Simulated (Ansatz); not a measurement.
# P: what the fields show

```
CELL_PARAMETERS angstrom
9.25882 0.00000 -0.01932
0.00000 8.17110 0.00000
-0.03426 0.00000 5.29426
ATOMIC_POSITIONS crystal
P 0.35127 0.50000 0.23756
P 0.85127 0.00000 0.23756
P 0.14873 0.00000 0.76244
P 0.64873 0.50000 0.76244
P 0.21918 0.50000 0.58554
P 0.71918 0.00000 0.58554
P 0.28082 0.00000 0.41446
P 0.78082 0.50000 0.41446
P 0.13999 0.63840 0.24938
P 0.63999 0.13840 0.24938
P 0.36001 0.13840 0.75062
P 0.86001 0.63840 0.75062
P 0.36001 0.86160 0.75062
P 0.86001 0.36160 0.75062
P 0.13999 0.36160 0.24938
P 0.63999 0.86160 0.24938
```

Space group C2/m; a structure from a database of computed crystals, not necessarily the ambient phase; changed on purpose from its base cell (strain +0.025 along x and y, +0.000 along z, atoms carried along); not relaxed (largest force 1.0 eV/Å); computed pressure about −3 GPa in this cell.

Theory: DFT PBEsol, scalar-relativistic, plane waves, PAW (Ansatz 0.2.0).

In a PAW calculation such maps are meaningful between the atoms, not at the nuclei.

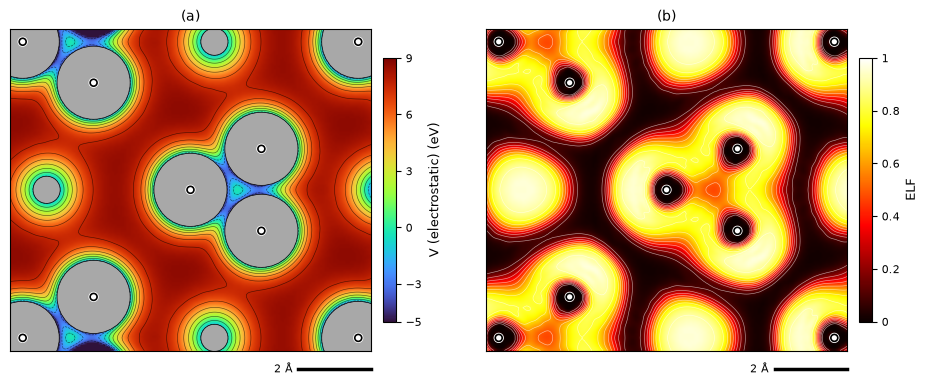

Figure 1. (a) electrostatic potential energy of an electron; (b) electron localisation function on the (001) plane of the conventional cell. Circles mark the nuclei in the plane (P). Grey discs cover the atomic cores in the potential map.

### What do the fields say about this system?

- The section cuts through P sites.
- Atoms just off the plane (P, 0.9 Å away) can leave unmarked features too.
- P–P (2.26 Å): the ELF peaks at about 0.75 between the atoms.
- The ELF also peaks beside P, away from the bonds: lone-pair regions.
- Outside the cores the potential energy rises away from the atoms and is highest about 2.2 Å from the nearest atoms; its zero is arbitrary.

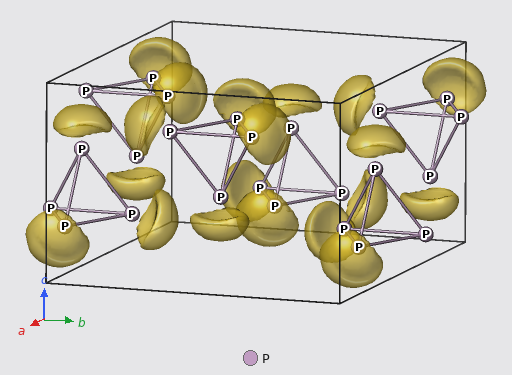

Figure 2. Isosurface of the ELF at 0.9 (yellow), seen slightly off an axis. Core shells and regions of very low density are left out. Sticks mark near contacts.

### Describe the localisation domains.

The ELF exceeds this value in 16 lobes on P, pointing away from the bonds (lone pairs), counted in one cell of 16 atoms. Regions shared between cells count once. Along the contacts the grid gives the following. P–P (2.22 Å): the ELF peaks at about 0.75 between the atoms.

### Metal or insulator at this level of theory?

It is gapped, with a Kohn–Sham gap of 2.1 eV on the k-point mesh, an upper bound to the gap of this method.
